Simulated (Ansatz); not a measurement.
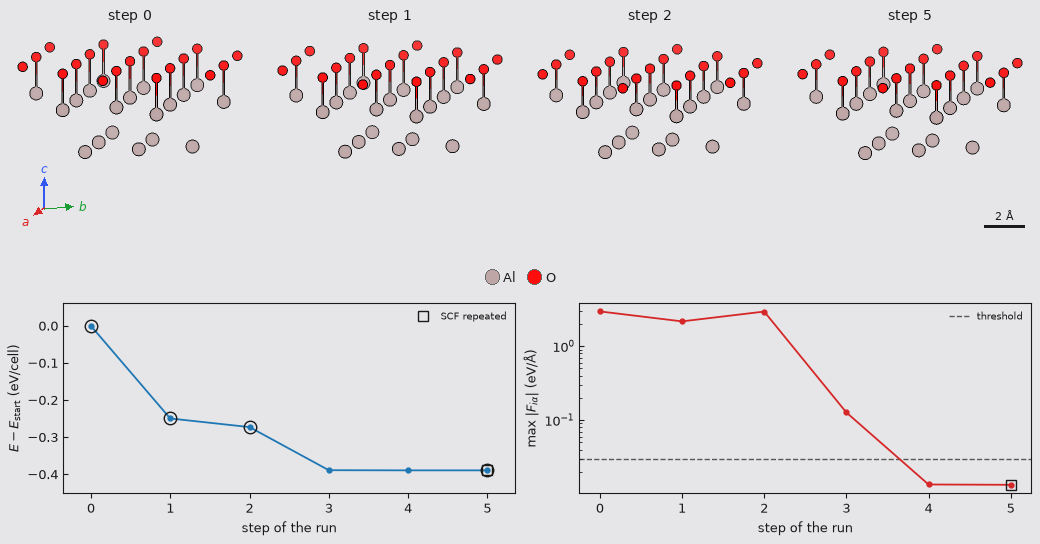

Frames of a constrained relaxation of a slab of composition Al8O (cut from the P6_3/mmc phase), marked on the history of the run. A ball-and-stick model of the atoms within 5.8 Å of the atom that moves most (axes of the 3 × 3 repeat of the cell, outlined in the plane, without the vacuum), seen slightly off an axis.

Case: O put at a top Al site. The slab is the (0 0 1) face of Al with O on it. 4 atoms are held fixed.

These are results of DFT PBEsol, scalar-relativistic, plane waves, PAW in Ansatz, not measurements.

Input
```yaml
crystal:
  lattice:
    - [2.8362844922, 0.0, 0.0]
    - [-1.4181422461, 2.4562944226, 0.0]
    - [0.0, 0.0, 35.3137615421]
  atoms:
    - { symbol: Al, position: [0.3333333333, 0.6666666667, 0.2406993656] }
    - { symbol: Al, position: [0.0, 0.0, 0.3066945262] }
    - { symbol: Al, position: [0.6666666667, 0.3333333333, 0.3726896867] }
    - { symbol: Al, position: [0.0, 0.0, 0.4386848473] }
    - { symbol: Al, position: [0.3333333333, 0.6666666667, 0.5041562492] }
    - { symbol: Al, position: [0.0, 0.0, 0.5704373706] }
    - { symbol: Al, position: [0.6666666667, 0.3333333333, 0.6367922409] }
    - { symbol: Al, position: [0.0, 0.0, 0.7041304592] }
    - { symbol: O, position: [0.0, 0.0, 0.7573674953] }
basis:
  ecutwfc: 420
kpoints:
  mp_grid: { grid: [12, 12, 1] }
hamiltonian:
  xc: pbesol
scf:
  occupations: { method: gaussian, width: 0.1 }
output:
  forces: true
  eigenvalues: true
  write_density: true
  write_potential: true
  elf: true
  volumetric_format: npy
relax:
  adjacent_minimum: "off"
  f_tol: 0.03
  max_steps: 70
  constraints: [{ sites: [0, 1, 2, 3] }]
efield:
  axis: 3
  dipole_correction: true
  ramp_width: 0.04
```

Launched with:
```bash
ansatz run input.yaml --threads 2 --pin off --max-ram 5120MiB --backend cpu --events-out ev --progress --plain --runs-dir out
```

> Describe the path.

Over 4 accepted moves (5 points after the start) the energy falls by 0.389 eV per cell of the calculation. Largest force component: 3 eV/Å at the start, 0.013 eV/Å at the end. 1 step only repeated the SCF at the same geometry. The atom that moves furthest is O9 (0.38 Å along the normal (−c)). Largest moves by element: O 0.38 Å, Al 0.17 Å. The cell doesn't change. Near-neighbour distances that change, for instance: Al8–O9 1.880 → 1.677 Å. From step 0 to 1: O9 moves most (0.19 Å), energy −0.249 eV per cell of the calculation. From step 1 to 2: O9 moves most (0.19 Å), energy −23.2 meV per cell of the calculation. From step 2 to 5: Al8 moves most (0.08 Å), energy −0.117 eV per cell of the calculation.

Limits of the set-up: the periodic images lie only 2.8 Å apart, so the values are limited by the cell's size.
